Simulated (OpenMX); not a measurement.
## A series of single points on Pb

System: Pb (1 atom in the cell).
Method: Kohn-Sham DFT of a periodic cell, LDA, OpenMX 2013 LDA set, no spin polarisation (OpenMX 3.8.5).

The 7 runs differ only in the geometry, by an even scaling of the cell at fixed fractional positions. The structure derives from an entry of the Crystallography Open Database.

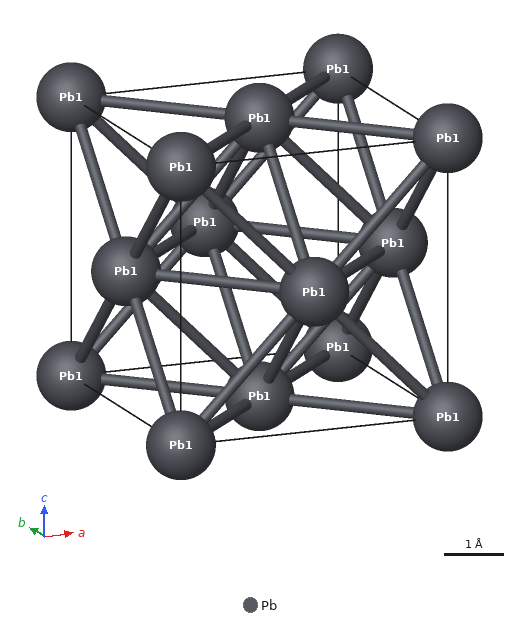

Figure 1. The structure of run 4 (ball-and-stick view of the cell 4 times as large as that of the calculation, set on its symmetry axes, seen slightly off an axis; atoms are numbered from 1 in the order of the input).

### Input of run 4
```
System.CurrrentDirectory             ./
System.Name                          Pb
DATA.PATH                            ./DFT_DATA13
level.of.stdout                      1
level.of.fileout                     0
Species.Number                       1
<Definition.of.Atomic.Species
  Pb  Pb10.0-s3p2d2f1        Pb_CA13
Definition.of.Atomic.Species>

Atoms.Number                         1
Atoms.SpeciesAndCoordinates.Unit     Ang
<Atoms.SpeciesAndCoordinates
    1  Pb    0.0000000000    0.0000000000    0.0000000000   7.000  7.000
Atoms.SpeciesAndCoordinates>

Atoms.UnitVectors.Unit               Ang
<Atoms.UnitVectors
     0.0000000000    2.4750200000    2.4750200000
     2.4750200000    0.0000000000    2.4750200000
     2.4750200000    2.4750200000    0.0000000000
Atoms.UnitVectors>

scf.XcType                           LDA
scf.SpinPolarization                 off
scf.ElectronicTemperature            580.226
scf.energycutoff                     500.0
scf.maxIter                          100
scf.EigenvalueSolver                 band
scf.Kgrid                            9 9 9
scf.Mixing.Type                      rmm-diisk
scf.Init.Mixing.Weight               0.05
scf.Min.Mixing.Weight                0.001
scf.Max.Mixing.Weight                0.3
scf.Mixing.History                   25
scf.Mixing.StartPulay                8
scf.criterion                        1.0e-8
MD.Type                              nomd
```

Command:
```bash
openmx Pb.dat -nt 1 > Pb.std
```

Run 5 has the same physical settings and fractional positions; its lattice vectors (Å) are:
```
   0.000000    2.491411    2.491411
   2.491411    0.000000    2.491411
   2.491411    2.491411    0.000000
```

### Results, with one run withheld

```tsv
run	volume per atom (Å³)	free energy per atom, from the lowest run given (meV)
1	28.503	1.67
2	29.110	0.00
3	29.716	2.75
4	30.323	9.26
5	30.929	?
6	31.535	31.82
7	32.142	47.10
```

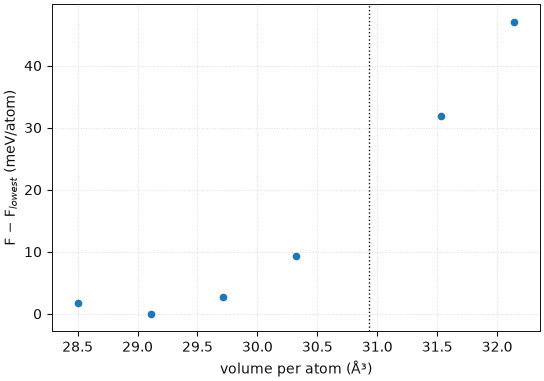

Figure 2. Free energy per atom of the runs given; the dotted line marks run 5.

Fit the runs given and predict run 5.

A cubic polynomial in V^(−2/3) (the Birch–Murnaghan form), fitted to the 6 runs given, misses them by at most 0.02 meV per atom. With x = V^(−2/3) − 0.10317 Å⁻², it reads F = 7.3646 − 5387.5 x + 9.6227e+05 x² + 7.087e+06 x³ (meV per atom). At run 5 it gives 19.10 meV per atom, and the run itself gives 19.15. The fit has its minimum at 29.022 Å³ per atom, where V d²F/dV² gives 56.1 GPa: the bulk modulus at this level, since symmetry fixes the shape and the positions.

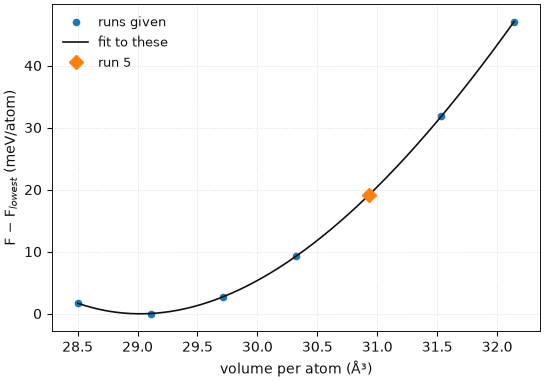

Figure 3. The fit and the withheld run.

### Some lines of the output (run 5)
```
[...]
  Cell_Volume =    208.719397701040 (Bohr^3)
        Total energy (Hartree) at MD = 1
   kloop=0
   kloop=1
   kloop=364
```

Notes: Spin–orbit coupling is left out, which matters for Pb. With a small basis of atomic orbitals these values can differ much from converged plane-wave results.
